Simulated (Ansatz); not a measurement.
System: W.

```yaml
crystal:
  lattice:
    - [4.68692, 0.00000, 0.00000]
    - [-2.34346, 4.05899, 0.00000]
    - [0.00000, 0.00000, 2.60967]
  atoms:
    - { symbol: W, position: [0.00000, 0.00000, 0.00000] }
    - { symbol: W, position: [0.33333, 0.66667, 0.50000] }
    - { symbol: W, position: [0.66667, 0.33333, 0.50000] }
```

Space group P6/mmm; set up as W, omega (AlB2-type); a generated structure, not necessarily the stable one; changed on purpose from its base cell (volume × 1.0).

Method: DFT, PBE, plane waves (420 eV) with PAW, scalar-relativistic (Ansatz 0.2.0).

Predict the valence pseudo-density and electron localisation function between the atoms.

W–W (2.61 Å): ρ at the midpoint is about 0.53 e/Å³; the ELF is about 0.40 at the midpoint.

Does the calculation make it a metal, or give it a gap?

It is metallic or semimetallic at this level of theory: no gap opens.

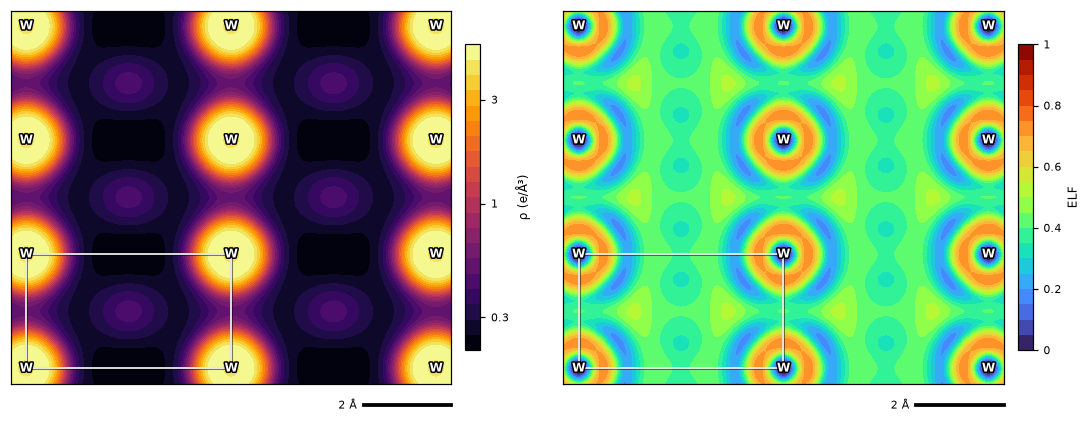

Computed valence pseudo-density and electron localisation function on the (010) plane of the conventional cell, in this order. 
